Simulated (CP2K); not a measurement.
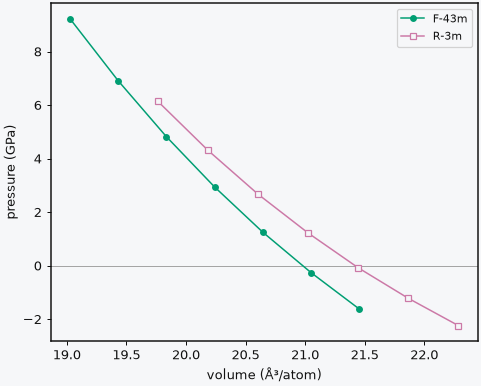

The figure shows the pressure against volume, with one curve for each structure, for GaP.

How it was computed, with CP2K 2026.2: DFT in Gaussian orbitals with a plane-wave density, no spin polarisation; energies at scaled volumes of the given cell, shape and fractions fixed, counted from the fit's minimum, third-order Birch-Murnaghan fit. Level: PBE.

| setting | value |
| --- | --- |
| k mesh | 8×8×8 |
| occupations | Fermi–Dirac |
| smearing width | 0.05 eV |
| potentials | GTH PBE with UZH TZVP basis |
| density cutoff | 6123 eV |

**Order the curves by fitted equilibrium volume, smallest first.**

F-43m 20.977, R-3m 21.421 Å³/atom.

**Order the curves by fitted bulk modulus, smallest first.**

R-3m 62.5, F-43m 75.8 GPa.

The computed values:

F-43m:
```json
{"volume (Å³/atom)": "19.03", "pressure (GPa)": "9.23"}
{"volume (Å³/atom)": "19.43", "pressure (GPa)": "6.91"}
{"volume (Å³/atom)": "19.84", "pressure (GPa)": "4.82"}
{"volume (Å³/atom)": "20.24", "pressure (GPa)": "2.94"}
{"volume (Å³/atom)": "20.65", "pressure (GPa)": "1.25"}
{"volume (Å³/atom)": "21.05", "pressure (GPa)": "-0.26"}
{"volume (Å³/atom)": "21.45", "pressure (GPa)": "-1.62"}
```

R-3m:
```json
{"volume (Å³/atom)": "19.76", "pressure (GPa)": "6.14"}
{"volume (Å³/atom)": "20.18", "pressure (GPa)": "4.31"}
{"volume (Å³/atom)": "20.61", "pressure (GPa)": "2.67"}
{"volume (Å³/atom)": "21.03", "pressure (GPa)": "1.22"}
{"volume (Å³/atom)": "21.45", "pressure (GPa)": "-0.08"}
{"volume (Å³/atom)": "21.87", "pressure (GPa)": "-1.22"}
{"volume (Å³/atom)": "22.29", "pressure (GPa)": "-2.24"}
```
